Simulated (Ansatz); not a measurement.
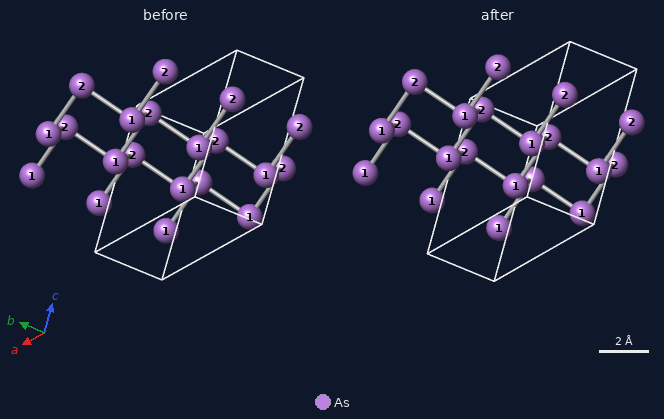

The structure of a crystal of As (built on the O_12 type) before (left) and after (right) a relaxation, at one scale.

The picture is a ball-and-stick view of the conventional cell (2 times the calculation's cell), repeated 1 × 2 × 1 with one cell outlined, seen from a free direction. Lengths and directions refer to the drawn axes.

Case: O type (C2/m, No. 12).

Level of theory: DFT PBE, scalar-relativistic, plane waves, PAW (Ansatz). Settings: plane-wave cutoff 420 eV; k-point mesh 10 × 10 × 6; occupations gaussian; smearing width 0.02 eV; no spin polarisation; cell and atoms relaxed; force threshold 0.01 eV/Å; at most 80 steps.

Question: Summarise the run.

Answer: The largest moves relative to the cell, 0.043 Å, are those of As1 and As2. As2 goes along −c. The drawn cell changes as follows: a 6.265 → 6.248 Å (−0.3 %), b 3.616 → 3.607 Å (−0.3 %), c 6.314 → 6.683 Å (+5.8 %), β 114.6° → 114.4°; the volume changes by +5.5 %. The space group stays C2/m (No. 12). After 7 accepted moves (9 points after the start) the energy has fallen by 1.4 meV per atom. The largest force component goes from 0.02 to 0.0065 eV/Å. Pressure: −0.03 GPa at the start and 0.00 GPa at the end. The line search rejected the trial step at point 6 of the run. At 1 point the geometry stayed and the basis and grid were re-selected for the new cell (energy shift of 0.3 meV per atom at most each time).
